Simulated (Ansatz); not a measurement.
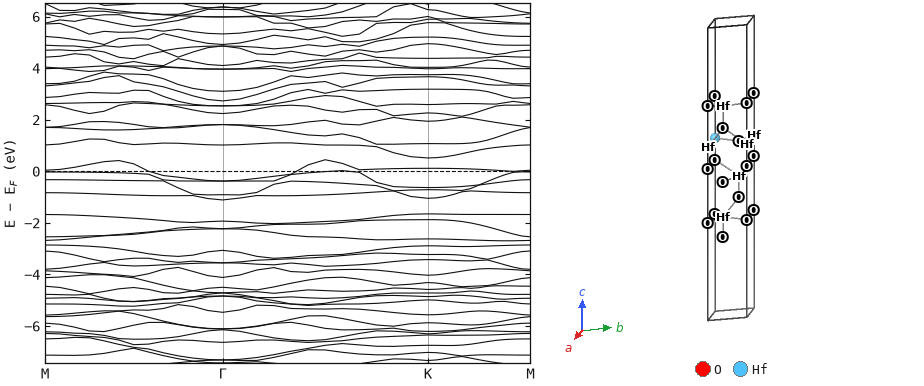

Band structure, beside the structure. Energies are counted from the Fermi level.

The material is a (111) slab cut from HfO₂ (Fm-3m), ended by Hf above and O below, 12 atoms in the cell.

Level of theory: DFT PBE, scalar-relativistic, plane waves, PAW, no spin polarisation, 9×9×1 k mesh, 420 eV cutoff; code Ansatz.

Does this material conduct, going by its bands?

A metal: bands cross the Fermi level along this path.

What closes the gap that the band count would allow?

The first band beyond the electron count dips to 0.38 eV below the Fermi level at Γ, under the top of the band before it between Γ and K: an overlap of 0.41 eV. The holes that balance these electrons are too few to show here, so the Fermi level is uncertain on this mesh.

Spin-orbit coupling is left out, which matters for Hf.
